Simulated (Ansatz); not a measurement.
Zn (Fm-3m, No. 225): the geometry given to an electronic-structure calculation, possibly off equilibrium; the starting structure was generated, so it need not be a known form of this composition.

```yaml
crystal:
  lattice:
    - [3.92580, 0.00000, 0.00000]
    - [0.00000, 3.92580, 0.00000]
    - [0.00000, 0.00000, 3.92580]
  atoms:
    - { symbol: Zn, position: [0.00000, 0.00000, 0.00000] }
    - { symbol: Zn, position: [0.00000, 0.50000, 0.50000] }
    - { symbol: Zn, position: [0.50000, 0.00000, 0.50000] }
    - { symbol: Zn, position: [0.50000, 0.50000, 0.00000] }
```

### What will a projected-potential map along [110] show? Computed as the sum of neutral-atom potentials (tabulated electron scattering factors, B = 0.5 Å²) projected along the beam and smoothed by 0.25 Å; brighter is more positive.

The columns repeat on a centred rectangular net of 2.78 × 3.93 Å (plane group c2mm). All columns are alike (Zn). The shortest distance between visible columns is 2.40 Å in projection. Along the beam the structure repeats every 2.78 Å.

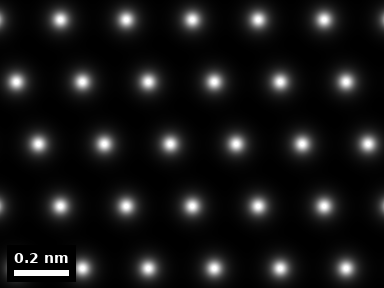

The simulated image.

### What mean inner potential do neutral atoms give for this crystal?

About 19 V (the sum of the forward scattering factors over the cell volume; bonding usually lowers the true value).
